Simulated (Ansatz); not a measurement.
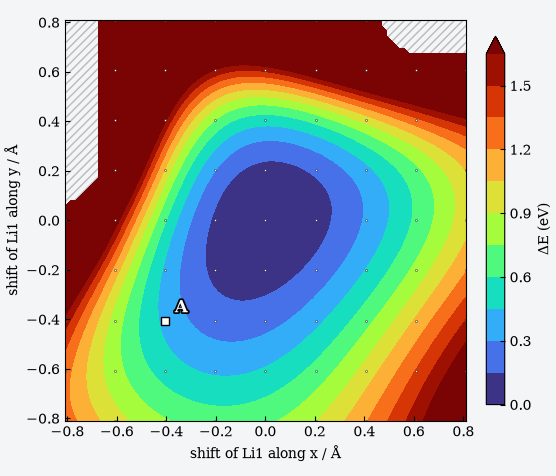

Li₄NbO₄ (I4/m, No. 87; 9 atoms in the cell). One atom moved over a plane, all else fixed (x along [1 0 0], y along [0 −1 0], z along [0 0 −1] of the conventional cell). The first coordinate is: shift of Li1 along x; the second: shift of Li1 along y. Nothing is relaxed (all other atoms fixed). Grid: 9 × 9 points. At 6 points there is no value (left out of the scan, as a rule where atoms come close). Points are written as (first, second). All energies are given in eV per cell relative to the lowest grid point. Method: Ansatz, DFT PBEsol, scalar-relativistic, plane waves, PAW. Settings: cutoff 420 eV, k-mesh 10×10×10, gaussian smearing 0.05 eV, no spin polarisation.

The picture shows filled contours, dots at the grid points, one colour for all values above the top of the scale, hatched blanks where no value was computed, the point A. Between grid points the surface is interpolated.

Q: Is A at rest? If not, where is it pushed?

A: A, at (−0.405 Å, −0.405 Å), is not a stationary point. The computed force is 1.5 eV/Å in the plane, pointing right in the picture (components 1.4 and 0.3 eV/Å).

PAW datasets: the set soft_1.
